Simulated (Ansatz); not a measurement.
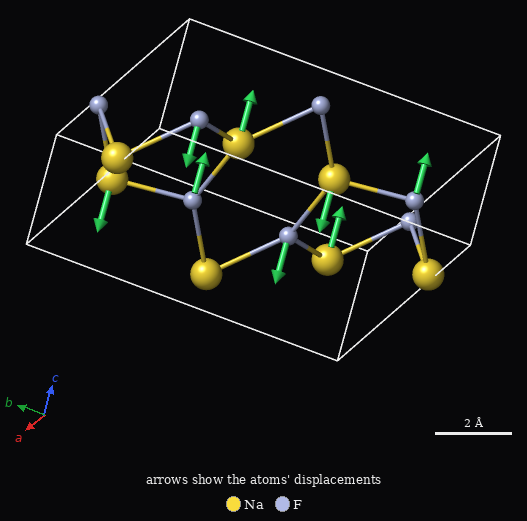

The lowest optical mode of crystalline NaF (a generated structure), space group Cm (No. 8), at the zone centre. The green arrows are the displacements of the atoms (eigenvector over the root of the mass), of arbitrary overall length and sign. The picture is a ball-and-stick view of the conventional cell (2 times the calculation's cell), seen from a free direction. Lengths and directions refer to the drawn axes.

Theory: Ansatz, DFT PBE, scalar-relativistic, plane waves, PAW. Set-up: plane-wave cutoff 420 eV; k-point mesh 6 × 6 × 8; occupations fixed; no spin polarisation.

Frequencies are those without the non-analytic (LO–TO) term.

**Is the structure stable against all modes at this point?**

Yes: this softest mode has a real frequency, and so have all others here. That speaks for this wave vector alone: the rest of the zone wasn't checked in this run. This is the A″ mode at 63 cm⁻¹, the lowest optical level, infrared- and Raman-active by symmetry. The Na (2a) and F (2a) atoms stay at rest; all motion is along c; atoms of one kind move against one another, with no net shift of any sublattice; the kinetic energy is shared as Na 55 %, F 45 %.
